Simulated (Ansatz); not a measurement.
Read the following structure.

```
Rh
1.0
    -2.20938   -1.35805   -0.74695
     2.21801   -2.71611   -1.51948
    -0.01726    0.00000    4.53286
Rh
3
Direct
  0.00000 0.00000 0.00000
  0.66667 0.66667 0.33333
  0.33333 0.33333 0.66667
```

> Characterise the structure given above.

The element is rhodium. Strictly the space group is C2/m (No. 12, within 0.01 Å). It is a distorted form of a face-centred cubic structure, space group Fm-3m (No. 225) within 0.25 Å: face-centred cubic (Cu type). The cell holds three atoms. The neighbours of Rh are twelve Rh in a cuboctahedral arrangement at 2.64 to 2.72 Å. The bonds build a three-dimensional framework.

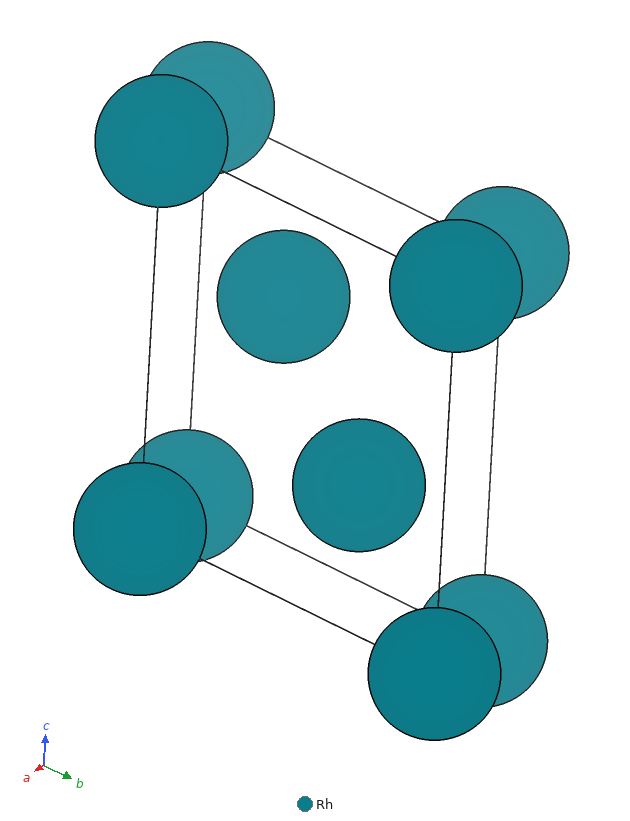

Crystal structure, spheres-only style, seen slightly off an axis. The edges of the unit cell are marked.

The cell started as a structure listed in the Materials Project. It was relaxed with DFT LDA, scalar-relativistic, plane waves, PAW in Ansatz under a constraint or pressure on the cell, so some stress remains.

At this level of theory the cell isn't at rest (stretched, at -8 GPa), so its distances can differ from those at equilibrium, the more so the softer the solid.
